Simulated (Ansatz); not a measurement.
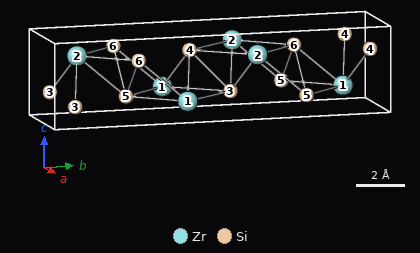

Figure 1. The input geometry (ball-and-stick view of the cell 2 times as large as that of the calculation, set on its symmetry axes, seen slightly off an axis; atoms are numbered from 1 in the order of the input). An atom can appear more than once, as a periodic image.

## Run report: ZrSi$_{2}$, single-point calculation

System: ZrSi$_{2}$ (Cmcm, 6 atoms in the cell).
Method: DFT PBE, scalar-relativistic, plane waves, PAW, no spin polarisation (Ansatz 0.2.0).

Figures and captions count atoms from 1; the log counts them from 0 in places.

Input
```yaml
crystal:
  lattice:
    - [1.861960654, -7.3480055833, 0.0]
    - [1.861960654, 7.3480055833, 0.0]
    - [0.0, 0.0, 3.6640190884]
  atoms:
    - { symbol: Zr, position: [0.604, 0.396, 0.25] }
    - { symbol: Zr, position: [0.396, 0.604, 0.75] }
    - { symbol: Si, position: [0.939, 0.061, 0.25] }
    - { symbol: Si, position: [0.061, 0.939, 0.75] }
    - { symbol: Si, position: [0.25, 0.75, 0.25] }
    - { symbol: Si, position: [0.75, 0.25, 0.75] }
basis:
  ecutwfc: 420
  ecutrho_ratio: 4
kpoints:
  mp_grid: { grid: [6, 6, 6] }
hamiltonian:
  xc: pbe
scf:
  occupations: { method: gaussian, width: 0.05 }
output:
  forces: true
  stress: true
  eigenvalues: true
```

Launched with:
```bash
ansatz run input.yaml --threads 4 --pin off --max-ram 8192MiB --backend cpu --events-out ev --progress --plain --runs-dir out
```

Output
```
basis.fft_grid_basis auto: the FFT boxes are laid along the combinations [[1, 1, 0], [0, 1, 0], [0, 0, 1]] of the cell's own vectors, 3.724, 7.580 and 3.664 Å long. The dense box has 25×54×25 points. Along the cell's own vectors, as sized, it would have 54×54×25, 2.16 times as many. Of the 8 symmetry operations that the crystal satisfies within crystal.symmetry.tolerance (time reversal apart; of a slab, those that keep its plane) the dense box along the cell's own vectors carries 8, and the one as laid loses 4 of those. basis.fft_grid_basis: typed keeps the cell's own vectors: state it where this run's energies or levels are differenced outside the engine with another run's, or held beside a run that keeps those vectors.
Engine: ansatz 0.2.0, aarch64-unknown-linux-gnu
Pseudopotentials: kind: paw
Pseudopotential: Zr, paw, valence charge 12, recommended cutoff 420 eV (normal), Zr.paw.azcp
Pseudopotential: Si, paw, valence charge 4, recommended cutoff 420 eV (normal), Si.paw.azcp
Functional definition: PBE
  parameter kappa = 0.804
  parameter beta = 0.06672455060314922
  exchange = pbe_x(kappa = kappa, mu = beta*pi^2/3)
  correlation = pbe_c(beta = beta)
Crystal: 6 atoms, lattice volume = 100.260 Å³
Basis set: ecut = 420 eV, 1955 PW (Γ), FFT grids on a1+a2, a2, a3, exchange–correlation on 50×108×50 points (8 copies of the dense FFT grid, shifted against one another)
Bands: 26, of which v1, the nominal top of the filled ones, is band 20 counted from 1 (19 counted from 0)
Symmetry: 8 space group operations
Space group: Cmcm (ITA 63), of the structure as read, at distance tolerance 4.6e-5 Å
k-points: 52 of 216
Non-local potential: Zr, projectors of the file, l = 0: 3, l = 1: 2, l = 2: 2, l = 3: 2
Non-local potential: Si, projectors of the file, l = 0: 2, l = 1: 2, l = 2: 2
PAW form: soft (Blöchl's): semilocal exchange-correlation on the pseudo side does not see the compensation charge
PAW one-centre angular grid: Zr, 590 points (default); XC on 64 Gauss nodes
PAW one-centre angular grid: Si, 110 points (default); XC on 64 Gauss nodes
Initial density: superposition of atomic densities (neutral atoms: chi_scale 0, normalization atom), corrected by the library's trained network
Initial wavefunctions: pseudopotential atomic-orbital guess
Functional: x = pbe(κ = 0.804, μ = 0.2195149727645171), c = pbe(β = 0.06672455060314922)
SCF iter   1: F=—  HF=-10914.780377 eV  |F-HF|=—  |Δ(HF+E_count)|=         —  Δρ=2.75e-3  dr2=8.23e-3  ethr=1.77e-3  ⟨swp⟩=6.3  Hψ=6875  notcnv=0
preconditioner: auto → Kerker (q_TF=auto, 2.341 Å⁻¹)  [metal: Δε(μ)=0.008 eV  Ē_g=6.565 eV  σ=0.050 eV  W_gap=0.09  n_scr=18 (ndim 8)  ℏωp=18.2 eV  f_vac=0.000  D(μ)=1.92/eV (n_scr^D=10)]
SCF iter   2: F=—  HF=-10914.780753 eV  |F-HF|=—  |Δ(HF+E_count)|=   3.76e-4  Δρ=1.47e-3  dr2=1.99e-3  ethr=2.06e-5  ⟨swp⟩=1.8  Hψ=2192  notcnv=0
SCF iter   3: F=—  HF=-10914.781224 eV  |F-HF|=—  |Δ(HF+E_count)|=   4.71e-4  Δρ=2.91e-4  dr2=1.27e-4  ethr=4.97e-6  ⟨swp⟩=2.2  Hψ=1769  notcnv=0
SCF iter   4: F=—  HF=-10914.781219 eV  |F-HF|=—  |Δ(HF+E_count)|=   5.19e-6  Δρ=5.30e-5  dr2=6.17e-6  ethr=3.17e-7  ⟨swp⟩=2.3  Hψ=2042  notcnv=0
SCF iter   5: F=—  HF=-10914.781210 eV  |F-HF|=—  |Δ(HF+E_count)|=   8.92e-6  Δρ=1.53e-5  dr2=2.99e-7  ethr=1.54e-8  ⟨swp⟩=2.2  Hψ=1916  notcnv=0
SCF iter   6: F=-10914.781210 eV  HF=-10914.781210 eV  |F-HF|=2.54e-9  |Δ(HF+E_count)|=   7.95e-9  Δρ=2.47e-6  dr2=7.97e-9  ethr=2.50e-10  ⟨swp⟩=8.1  Hψ=5673  notcnv=0
SCF 1 converged in 6 iterations: F = -10914.781210 eV  dr2 = 7.97e-9
  greatest PAW one-centre occupation: 0.996 electrons in one spin orbital (limit 2), on the Zr atom at site 1 (counted from 0), in its partial waves of l = 0
```

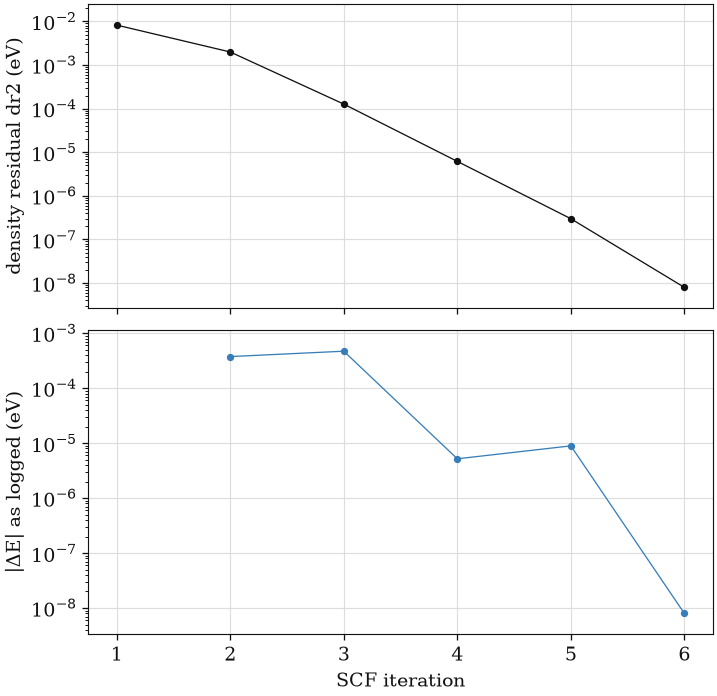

Figure 2. Convergence of the self-consistent field: density residual dr2 and size of the energy change against the SCF iteration. The residual falls at every step.

```
SCF converged after 6 iterations
Free energy (F): -10914.781210 eV
Harris-Foulkes:  -10914.781210 eV  (|F-HF|=2.54e-9)
Internal energy: -10914.778796 eV  (E = F + TS)
E sigma→0 (E₀):  -10914.780003 eV
Entropy (-TS):   -0.002414 eV (-0.402 meV/atom)
Fermi energy:    12.805055 eV
--- Per-component energies (eV) ---
  E_band       = -121.714768
  E_kinetic    = 835.603914
  E_local      = -1521.625394  (includes V_loc(G=0)·N_el)
  E_nonlocal   = 261.329204
  E_hartree    = 524.770391
  E_xc         = -549.805748
  E_vxc        = -576.714922  (∫ρ·V_xc dr)
  E_paw        = -7958.394193  (= ΣΔE_a)
  E_vpaw       = -169.846529  (= ΣTr[D̂ρ^β])
  E_aug_tail   = 0.000075  (compensation charges beyond the density's cutoff)
  E_ewald      = -2506.657044
  E_smearing   = -0.002414  (= −TS)
  E_closure    = -0.000000  (closes the sum)
  Σ components = -10914.781210   (vs F -10914.781210, Δ=0.00e0)
--- Forces (eV/Å), atoms counted from 1 ---
  atom   1  Zr     0.00000000    -0.18348334     0.00000000
  atom   2  Zr     0.00000000     0.18348334     0.00000000
  atom   3  Si     0.00000000    -0.93129218     0.00000000
  atom   4  Si     0.00000000     0.93129218     0.00000000
  atom   5  Si     0.00000000     0.00745183     0.00000000
  atom   6  Si     0.00000000    -0.00745183     0.00000000
  max |Σ_I F_I| component: 1.11e-16 eV/Å
--- Stress (GPa, compression-positive) ---
        1.574075       0.000000       0.000000
        0.000000      -2.251950       0.000000
        0.000000       0.000000       1.372249
  P = ⅓ Tr σ = 0.2315 GPa (2.315 kbar)
--- Band table (eV; the first three rows and the last of 52) ---
  k-point 0: bands = ["-36.0370", "-36.0228", "-14.2700", "-14.1445", "-14.1203", "-14.0957", "-14.0909", "-14.0483", "0.6081", "2.5637", "4.5251", "9.0598", "9.7438", "9.7946", "9.8977", "10.2076", "10.2632", "10.6509", "10.8014", "12.8442", "13.6899", "14.0787", "14.1241", "14.1957", "14.5155", "14.8459"]
  k-point 1: bands = ["-36.0335", "-36.0212", "-14.2573", "-14.1502", "-14.1381", "-14.1171", "-14.0951", "-14.0874", "0.9390", "2.8095", "4.8572", "7.5896", "8.4309", "9.8939", "9.9678", "10.2855", "10.5483", "10.5896", "11.5188", "12.5070", "13.3064", "13.3289", "13.7463", "14.3857", "15.0475", "15.5385"]
  k-point 2: bands = ["-36.0257", "-36.0186", "-14.2524", "-14.2405", "-14.1596", "-14.1239", "-14.1118", "-14.1045", "1.8891", "3.5370", "5.0861", "5.9272", "6.7962", "9.2328", "10.2157", "10.2631", "10.5166", "10.7173", "11.8445", "12.6964", "12.7417", "13.1417", "14.5139", "14.6547", "14.6961", "15.0024"]
  k-point 51: bands = ["-36.0196", "-36.0196", "-14.2878", "-14.2878", "-14.1314", "-14.1314", "-14.1130", "-14.1130", "3.5930", "3.5930", "4.2119", "4.2119", "8.8572", "8.8572", "9.6265", "9.6265", "10.3214", "10.3214", "11.8241", "11.8241", "12.7961", "12.7961", "15.0264", "15.0264", "15.7427", "15.7427"]
```

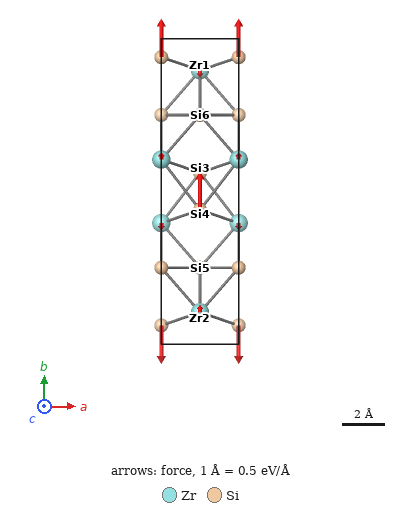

Figure 3. Forces on the atoms as red arrows (ball-and-stick view of the cell 2 times as large as that of the calculation, set on its symmetry axes, along the c axis; atoms are numbered from 1 in the order of the input); the smallest are left out. The largest act on Si3, Si4 (0.93 eV/Å). The geometry is not a stationary point of this energy.

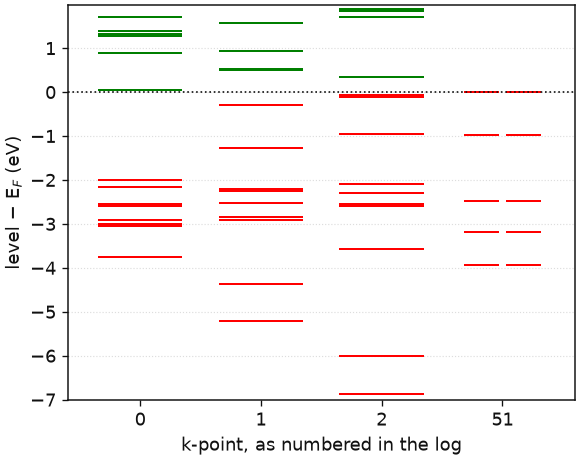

Figure 4. Kohn–Sham levels near the Fermi level (dotted) at the few k-points that the log prints; levels within 0.02 eV of each other stand side by side. The system is metallic on the full mesh.

Summary

- outcome: converged
- space group (tolerance 0.01 Å): Cmcm (63)
- electrons treated: 40
- free energy: −10914.7812 eV
- Fermi energy: 12.805 eV
- gap on the k-point mesh: none (metallic)
- pressure: 0.23 GPa
- largest force (length of the vector): 0.931 eV/Å
- hardware: 4 threads of Arm Neoverse V2, 24 GiB of memory available, shared host
- wall time: 2 s (CPU time 7.2 s)
- peak memory: 0.45 GiB
